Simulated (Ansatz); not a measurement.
A structure file:

```cif
data_structure
_symmetry_space_group_name_H-M 'P 1'
_symmetry_Int_Tables_number 1
_cell_length_a 3.1204
_cell_length_b 3.2090
_cell_length_c 4.2262
_cell_angle_alpha 90.000
_cell_angle_beta 90.000
_cell_angle_gamma 90.000
_cell_volume 42.32
loop_
_atom_site_label
_atom_site_type_symbol
_atom_site_fract_x
_atom_site_fract_y
_atom_site_fract_z
_atom_site_occupancy
Ge1 Ge 0.00000 0.00000 0.00000 1
Ge2 Ge 0.50000 0.50000 0.50000 1
```

Characterise the structure given above.

Answer. The element is germanium. It is body-centred orthorhombic, space group Immm (No. 71). The cell holds two atoms. Ge is linked to twelve Ge in a cuboctahedral arrangement at 3.08 to 3.21 Å. The bonds build a three-dimensional framework.

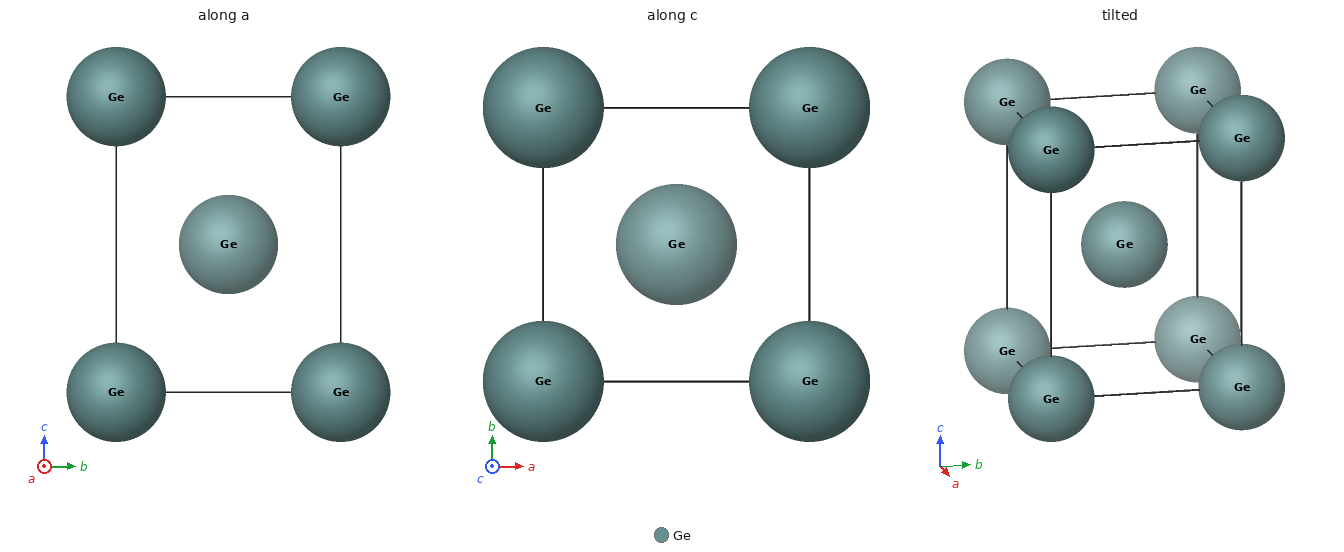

An orthographic spheres-only view of the structure, along the a axis, along the c axis and slightly off an axis. The parallelepiped is the conventional unit cell. Colours: germanium teal.

The initial geometry was a structure listed in the Materials Project, with elements exchanged, so it need not be a known form of the compound. The cell was then strained or its atoms displaced on purpose. Ansatz was used for an electronic-structure calculation on it.

At this level of theory the cell isn't at rest (stretched, at -7 GPa), so its distances can differ from those at equilibrium, the more so the softer the solid.
